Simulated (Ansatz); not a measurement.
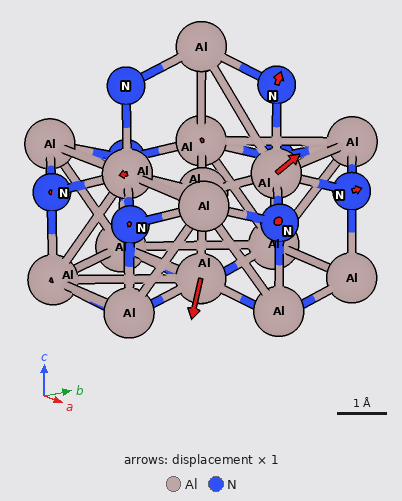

This is a relaxation of a defect cell of composition Al49N47 (cell charge +2). The starting structure is drawn; red arrows show the displacements, at their true length.

The picture is a ball-and-stick view of the atoms within 4.2 Å of the atom that moves most (axes of the cell of the calculation (origin shifted)), seen from a free direction.

The atoms of the start lie slightly off their symmetric places, so part of the fall in energy undoes that.

All numbers below come from Ansatz, DFT, PBEsol, PAW, plane waves. Set-up: plane-wave cutoff 420 eV; k-point mesh 1 × 1 × 1; mesh shifted by (0.25, 0.25, 0.25); no spin polarisation; atoms relaxed in a fixed cell; force threshold 0.03 eV/Å; at most 80 steps.

### Which element moves most?

Aluminium: up to 0.96 Å, against 0.32 Å for nitrogen.

### Describe the change and its energy.

The atom that moves furthest is an Al atom (0.96 Å along [3 0 −2]). Largest moves by element: Al 0.96 Å, N 0.32 Å. The lattice vectors keep their values. Some distances before and after: Al–N 3.035 → 2.065 Å, Al–N 3.096 → 2.171 Å, Al–Al 3.596 → 2.678 Å, Al–Al 1.914 → 2.766 Å. Bond angles that change, for instance: Al–Al–N 106.5° → 55.4°, Al–Al–N 110.7° → 60.6°, Al–Al–Al 111.3° → 147.9°. Over 15 geometry steps the energy falls by 14.067 eV per cell of the calculation. Largest force component: 15 eV/Å at the start, 0.015 eV/Å at the end.

Limits of the set-up: the cell is charged, on a uniform background, and energies carry no finite-size correction.
